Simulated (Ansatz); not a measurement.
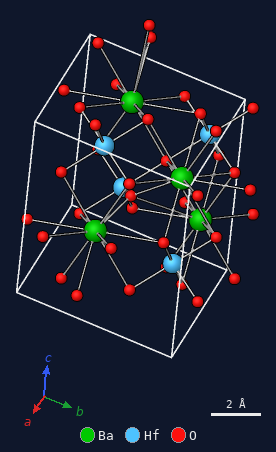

A defect cell of composition Ba4Hf4O11 (cell charge +2) (started half-way along a vacancy jump, in the symmetry of that start), before the relaxation. A ball-and-stick model of the cell of the calculation (origin shifted), seen from a free direction.

Method: DFT PBE, scalar-relativistic, plane waves, PAW (Ansatz 0.2.0).

Input
```yaml
crystal:
  lattice:
    - [-4.2060992453, 4.2060992453, 4.2060663988]
    - [4.2060992453, -4.2060992453, 4.2060663988]
    - [4.2060992453, 4.2060992453, -4.2060663988]
  atoms:
    - { symbol: Ba, position: [0.7489901934, 0.7489901934, 0.5] }
    - { symbol: Ba, position: [0.2489901934, 0.2489901934, 0.5] }
    - { symbol: Ba, position: [0.2489901934, 0.7489901934, 0.0] }
    - { symbol: Ba, position: [0.7489901934, 0.2489901934, 0.0] }
    - { symbol: Hf, position: [0.7489965595, 0.7489965595, 0.0] }
    - { symbol: Hf, position: [0.2489965595, 0.2489965595, 0.0] }
    - { symbol: Hf, position: [0.2489965595, 0.7489965595, 0.5] }
    - { symbol: Hf, position: [0.7489965595, 0.2489965595, 0.5] }
    - { symbol: O, position: [0.9990104855, 0.2490104855, 0.75] }
    - { symbol: O, position: [0.9990104855, 0.7490104855, 0.25] }
    - { symbol: O, position: [0.4990104855, 0.2490104855, 0.25] }
    - { symbol: O, position: [0.2490104855, 0.4990104855, 0.25] }
    - { symbol: O, position: [0.7490104855, 0.9990104855, 0.25] }
    - { symbol: O, position: [0.7490104855, 0.4990104855, 0.75] }
    - { symbol: O, position: [0.2490104855, 0.9990104855, 0.75] }
    - { symbol: O, position: [0.4990068283, 0.8740068283, 0.625] }
    - { symbol: O, position: [0.9990031712, 0.4990031712, 0.5] }
    - { symbol: O, position: [0.9990031712, 0.9990031712, 0.0] }
    - { symbol: O, position: [0.4990031712, 0.4990031712, 0.0] }
total_charge: 2
basis:
  ecutwfc: 420
kpoints:
  mp_grid: { grid: [4, 4, 4] }
hamiltonian:
  xc: pbe
scf:
  occupations: { method: gaussian, width: 0.05 }
output:
  forces: true
  stress: true
  eigenvalues: true
  write_density: true
  write_potential: true
  elf: true
  volumetric_format: npy
relax:
  adjacent_minimum: "off"
  f_tol: 0.02
  max_steps: 60
  escape_saddle: false
```

Run as
```bash
ansatz run input.yaml --threads 4 --pin off --max-ram 9216MiB --backend cpu --events-out ev --progress --plain --runs-dir out
```

> What does the optimiser find from here?

After 9 accepted moves (10 points after the start) the energy has fallen by 7.157 eV per cell of the calculation. Largest force component: 23 eV/Å at the start, 0.014 eV/Å at the end. 1 step only repeated the SCF at the same geometry. The largest move is that of O16, 1.26 Å along [0 1 −1]. Largest moves by element: O 1.26 Å, Hf 0.20 Å, Ba 0.08 Å. The cell stays as it was. Some distances before and after: Hf8–O16 3.325 → 2.159 Å, Ba2–O16 3.934 → 3.103 Å, Hf7–O16 1.487 → 2.076 Å, Ba1–O16 2.576 → 2.850 Å. New bonds form: Hf8–O16 (3.33 → 2.16 Å). Bond angles that change, for instance: O10–Hf7–O16 135.0° → 98.4°, Ba1–O16–Hf7 125.3° → 96.7°, O16–Hf7–O17 135.0° → 163.1°.

After the run, drawn alike:

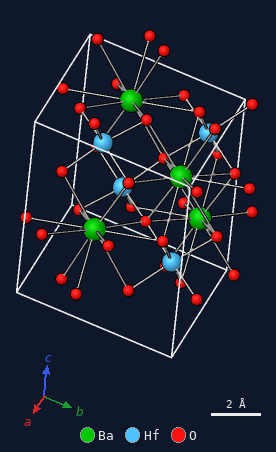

Limits of the set-up: the periodic images lie only 7.3 Å apart, so the values are limited by the cell's size; the cell is charged, on a uniform background, and energies carry no finite-size correction.
